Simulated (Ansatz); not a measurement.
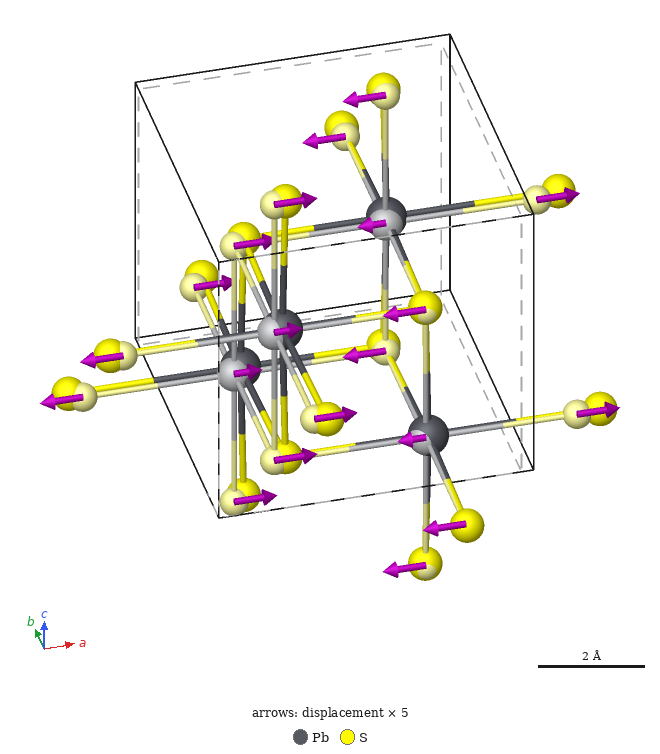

Solid PbS (built on the database structure type), drawn pale, and a changed version of it, drawn solid. The purple arrows show how the atoms are displaced (without the part that the change of the cell carries along), magnified 5 times. Besides, the cell is strained by 0.0 % along c and +4.0 % across it (volume +8.2 %). The picture is a ball-and-stick view of the larger cell on standard axes (2 times the calculation's cell), seen from a free direction.

Level of theory: Ansatz, DFT, PBE, plane waves, PAW. Settings: plane-wave cutoff 420 eV; k-point mesh 4 × 6 × 6; occupations fermi dirac; smearing width 0.02 eV; no spin polarisation.

> How are the atoms displaced, and what does the calculation give?

Atoms are displaced by up to 0.17 Å (root mean square over those that move 0.14 Å) relative to the cell. No relaxation follows. The energy rises by 10.5 meV per atom. The pressure goes from 1.9 to −0.8 GPa. The principal stresses (compression positive) are 1.0 GPa along c, −0.7 GPa along a, −2.7 GPa along b. The largest forces, 0.085 eV/Å, act on 2 S atoms of the calculation's cell. The forces point straight back along the displacements (cosine −0.99). Among the bonded contacts that change: Pb–S 2.972 → 2.812 to 3.382 Å. The space group (tolerance 0.01 Å) goes from I4/mmm (No. 139) to Cmme (No. 67).
